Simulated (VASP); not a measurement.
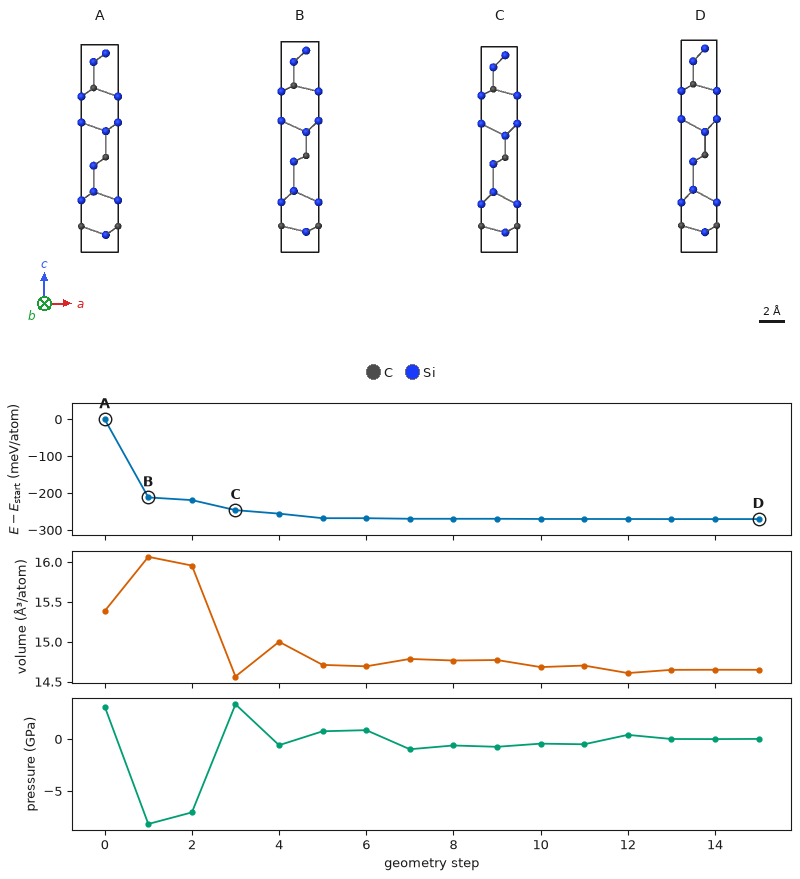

Frames of a relaxation of crystalline Si3C (a generated structure, set up in R3m), marked on the history of the run. A ball-and-stick model of the conventional cell (3 times the calculation's cell), seen along the b axis. Lengths and directions refer to the drawn axes.

The run lets cell and atoms move.

Method: Kohn-Sham DFT of a periodic cell, r2SCAN, VASP PAW PBE potentials, recommended (VASP 6.6.1).

The input:
```
PREC = Accurate ; ENCUT = 600
EDIFF = 1E-6 ; ISMEAR = 0
SIGMA = 0.02 ; LREAL = False
LASPH = True ; NELM = 60
ALGO = Normal ; ISIF = 3
LWAVE = False ; LCHARG = False
METAGGA = R2SCAN ; LMIXTAU = True
IBRION = 2 ; NSW = 40
EDIFFG = -0.005
```

Command:
```bash
cat potpaw_PBE.64/C/POTCAR potpaw_PBE.64/Si/POTCAR > POTCAR
mpirun -np 1 vasp_std > vasp.out
```

Question: What happens along the run?

Answer: Over 15 geometry steps the energy falls by 270 meV per atom. Largest force component: 2.8 eV/Å at the start, 0.0025 eV/Å at the end. Pressure: 3.13 GPa at the start and 0.02 GPa at the end. The largest move relative to the cell is that of a Si atom, 0.27 Å along −c. Largest moves by element: Si 0.27 Å, C 0.02 Å. Cell: a = b 3.517 → 3.397 Å (−3.4 %), c 17.232 → 17.592 Å (+2.1 %). Volume −4.8 %. Some distances before and after: C–Si 2.154 → 1.908 Å, Si–Si 2.154 → 2.335 Å, C–Si 2.154 → 2.039 Å, Si–Si 2.154 → 2.231 Å. Bond angles that change, for instance: Si–Si–Si 109.5° → 99.2°, C–Si–Si 109.5° → 118.5°, Si–Si–Si 109.5° → 118.5°. The space group stays R3m (No. 160). From step 0 to 1: a Si atom moves most (0.24 Å), volume +4.4 %, energy −211 meV per atom. From step 1 to 3: a Si atom moves most (0.06 Å), volume −9.3 %, energy −34.5 meV per atom. From step 3 to 15: a Si atom moves most (0.04 Å), volume +0.6 %, energy −24.2 meV per atom.

```csv
step,"E − E(0), meV/atom","largest force component, eV/Å","pressure, GPa","volume, Å³/atom"
0,0.00,2.7977,3.13,15.387
1,-211.45,0.6852,-8.16,16.066
2,-218.73,0.6186,-7.04,15.956
3,-245.92,0.7586,3.35,14.566
4,-255.38,0.2826,-0.58,15.002
5,-267.72,0.2321,0.75,14.712
6,-267.75,0.2276,0.86,14.694
7,-269.27,0.0855,-0.97,14.786
8,-269.32,0.0591,-0.61,14.767
9,-269.34,0.0664,-0.74,14.773
10,-269.82,0.1091,-0.44,14.684
11,-269.86,0.0881,-0.50,14.704
12,-269.96,0.0625,0.41,14.610
13,-270.10,0.0136,0.01,14.650
14,-270.10,0.0148,0.00,14.651
15,-270.10,0.0025,0.02,14.650
```
